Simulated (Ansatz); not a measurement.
# SnSe: 7 runs along one coordinate

System: SnSe (Fm-3m, 2 atoms in the cell).
Method: Kohn-Sham DFT of a periodic cell, PBE, all-electron LAPW, scalar-relativistic, no spin polarisation (Ansatz 0.2.0).

The 7 runs differ only in the geometry, by an even scaling of the cell at fixed fractional positions. The structure derives from an entry of the Crystallography Open Database.

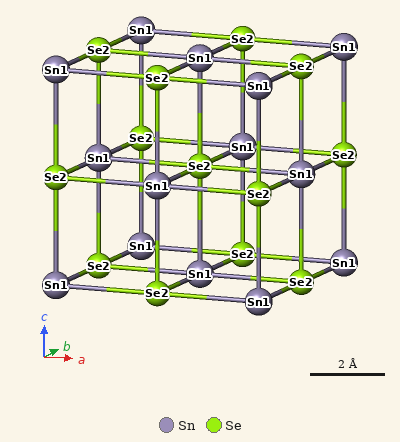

Figure 1. The structure of run 4 (ball-and-stick view of the cell 4 times as large as that of the calculation, set on its symmetry axes, seen slightly off an axis; atoms are numbered from 1 in the order of the input).

## Input of run 4
```yaml
crystal:
  lattice:
    - [0.0, 3.01, 3.01]
    - [3.01, 0.0, 3.01]
    - [3.01, 3.01, 0.0]
  atoms:
    - { symbol: Sn, position: [0.0, 0.0, 0.0] }
    - { symbol: Se, position: [0.5, 0.5, 0.5] }
kpoints:
  mp_grid: { grid: [8, 8, 8] }
scf:
  occupations: { method: fermi_dirac, width: 0.05 }
hamiltonian:
  xc: pbe
  pseudopotentials: { kind: all_electron, lapw: { basis_error: 0.0005 } }
output:
  forces: true
  stress: true
  eigenvalues: true
```

Command:
```bash
ansatz run input.yaml --threads 1 --pin off --max-ram 2560MiB --backend cpu --events-out ev --progress --plain --runs-dir out
```

Lattice vectors (Å) and fractional positions of run 4:
```
   0.000000    3.010000    3.010000
   3.010000    0.000000    3.010000
   3.010000    3.010000    0.000000
Sn  0.000000  0.000000  0.000000
Se  0.500000  0.500000  0.500000
```

Run 5 differs from it as follows:
```diff
-    - [0.0, 3.01, 3.01]
-    - [3.01, 0.0, 3.01]
-    - [3.01, 3.01, 0.0]
+    - [0.0, 3.0299343558, 3.0299343558]
+    - [3.0299343558, 0.0, 3.0299343558]
+    - [3.0299343558, 3.0299343558, 0.0]
```

## Results, with one run withheld

| run | volume per atom (Å³) | free energy per atom, from the lowest run given (meV) | pressure (GPa) | gap on the mesh (eV) |
| --- | --- | --- | --- | --- |
| 1 | 25.635 | 27.37 | 4.64 | 0.76 |
| 2 | 26.180 | 13.96 | 3.27 | 0.73 |
| 3 | 26.725 | 4.99 | 2.03 | 0.67 |
| 4 | 27.271 | 0.00 | 0.92 | 0.58 |
| 5 | 27.816 | ? | ? | ? |
| 6 | 28.362 | 0.44 | −0.98 | 0.42 |
| 7 | 28.907 | 5.18 | −1.79 | 0.34 |

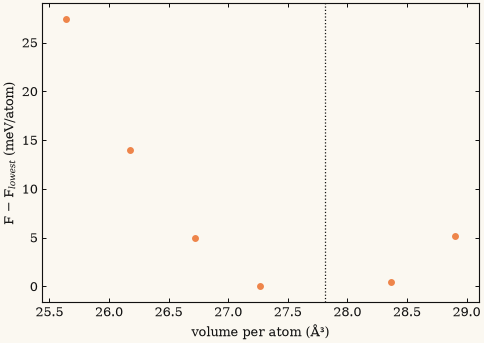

Figure 2. Free energy per atom of the runs given; the dotted line marks run 5.

Estimate the energy of run 5 from the others.

A cubic polynomial in V^(−2/3) (the Birch–Murnaghan form), fitted to the 6 runs given, misses them by under 0.01 meV per atom. With x = V^(−2/3) − 0.11073 Å⁻², it reads F = 0.85725 + 2696.9 x + 8.0537e+05 x² + 1.3811e+06 x³ (meV per atom). At run 5 it gives −1.40 meV per atom, and the run itself gives −1.40. The slope of the fit gives a pressure −dF/dV of −0.08 GPa there, and the run prints −0.08 GPa. The fit has its minimum at 27.770 Å³ per atom, where V d²F/dV² gives 48.7 GPa: the bulk modulus at this level, since symmetry fixes the shape and the positions. The gap on the mesh goes, without turning, from 0.76 eV in run 1 to 0.34 eV in run 7; run 5 has 0.50 eV. These are gaps of this functional on this mesh, which can miss the band edges; they aren't the measured gap.

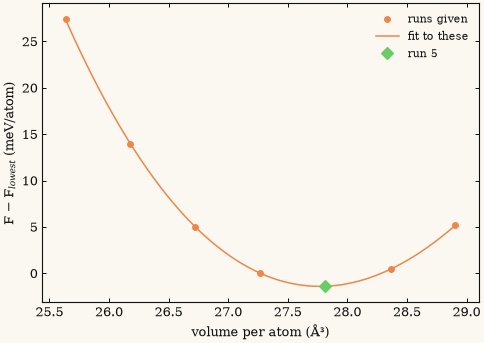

Figure 3. The fit and the withheld run.

## Output, shortened to warnings, some set-up lines, iterations and results (run 5)
```
Basis set: ecut = 203.12265583355014 eV, 339 PW (Γ), exchange–correlation at level 2
Symmetry: 48 space group operations
k-points: 29 of 512
Initial density: superposition of atomic densities (chi_scale 0.1, normalization cell, long waves kept (reshape's long-wave potential 0.00 eV rms))
[...]
SCF iter   1: F=—  HF=-234216.169193 eV  |F-HF|=—  |Δ(HF+E_count)|=         —  Δρ=2.17e-2  dr2=6.08e-1  ethr=1.32e-3  ⟨swp⟩=2.1  Hψ=5115  notcnv=0
SCF iter   2: F=—  HF=-234215.997111 eV  |F-HF|=—  |Δ(HF+E_count)|=   1.72e-1  Δρ=5.43e-3  dr2=1.86e-2  ethr=4.04e-5  ⟨swp⟩=2.0  Hψ=4228  notcnv=0
SCF iter   3: F=—  HF=-234215.972415 eV  |F-HF|=—  |Δ(HF+E_count)|=   2.47e-2  Δρ=3.22e-3  dr2=8.74e-3  ethr=4.04e-5  ⟨swp⟩=2.4  Hψ=2561  notcnv=0
SCF iter   4: F=—  HF=-234215.974085 eV  |F-HF|=—  |Δ(HF+E_count)|=   1.67e-3  Δρ=8.24e-4  dr2=4.54e-4  ethr=1.90e-5  ⟨swp⟩=2.0  Hψ=2411  notcnv=0
SCF iter   5: F=—  HF=-234215.974247 eV  |F-HF|=—  |Δ(HF+E_count)|=   1.62e-4  Δρ=1.15e-4  dr2=8.98e-6  ethr=9.87e-7  ⟨swp⟩=2.4  Hψ=2425  notcnv=0
SCF iter   6: F=—  HF=-234215.974256 eV  |F-HF|=—  |Δ(HF+E_count)|=   8.90e-6  Δρ=1.28e-5  dr2=1.16e-7  ethr=1.95e-8  ⟨swp⟩=2.9  Hψ=2499  notcnv=0
SCF iter   7: F=-234215.974256 eV  HF=-234215.974256 eV  |F-HF|=2.85e-9  |Δ(HF+E_count)|=   6.03e-7  Δρ=5.36e-6  dr2=2.42e-8  ethr=2.51e-10  ⟨swp⟩=2.9  Hψ=2491  notcnv=0
SCF 1 converged in 7 iterations: F = -234215.974256 eV  dr2 = 2.42e-8
SCF converged after 7 iterations
Free energy (F): -234215.974256 eV
Harris-Foulkes:  -234215.974256 eV  (|F-HF|=2.85e-9)
Internal energy: -234215.974177 eV  (E = F + TS)
E sigma→0 (E₀):  -234215.974216 eV
Entropy (-TS):   -0.000079 eV (-0.039 meV/atom)
Fermi energy:    10.737902 eV
--- Per-component energies (eV) ---
  E_band       = -2337.519769
  E_kinetic    = 244477.033581
  E_xc         = -6892.578457
  E_electrostatic = -471800.429302  (all electrons and nuclei)
  E_smearing   = -0.000079  (= −TS)
  E_closure    = 0.000000  (closes the sum)
  E_atoms      = -234207.782353  (free atoms, spherical and without spin; not in F)
  Σ components = -234215.974256   (vs F -234215.974256, Δ=0.00e0)
  Basis errors (estimates in eV, not in F): energy 1.8e-4 per atom: plane waves 1.7e-4 (9.2e-5 summed), levels above the bands 1.1e-51, relativity 2.7e-8, radial functions 1.5e-5, core shells 7.3e-10; eigenvalues (radial functions only) 1.4e-6; not estimated: angular momenta, meshes, grids; target …
--- Forces (eV/Å), atoms counted from 1 ---
  atom   1  Sn    -0.00000000     0.00000000     0.00000000
  atom   2  Se     0.00000000     0.00000000    -0.00000000
  max |Σ_I F_I| component: 7.10e-30 eV/Å
--- Stress (GPa, compression-positive) ---
       -0.078850       0.000000       0.000000
        0.000000      -0.078850      -0.000000
        0.000000      -0.000000      -0.078850
  P = ⅓ Tr σ = -0.0788 GPa (-0.788 kbar)
```
